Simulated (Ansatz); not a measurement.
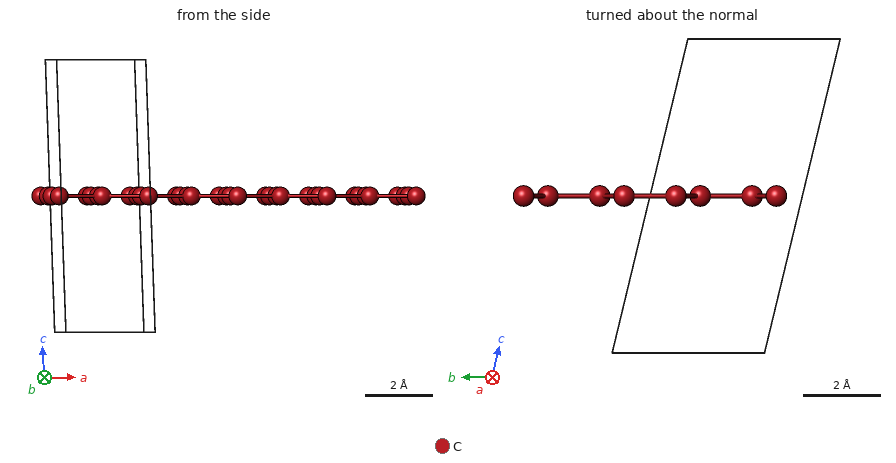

A ball-and-stick picture of a periodic sheet, seen from the side and turned about the normal. The surface normal points up in side views; the box is the simulation cell. 4×2 cells are drawn in the plane, with atoms at the edges repeated.

The cell holds 4 C.

What height do the atoms span?

About 0.0 Å from the lowest to the highest atom, with about 8 Å of vacuum to the next image.

What is bonded to what?

The C atoms are each bonded to three C in a distorted trigonal planar arrangement at about 1.4 to 1.5 Å. The bonds build C layers parallel to the surface.

The cell started as a structure listed in the Materials Project. The cell was then strained or its atoms displaced on purpose. The atoms were relaxed in a fixed cell with Ansatz 0.2.0, DFT r2SCAN, scalar-relativistic, plane waves, PAW.
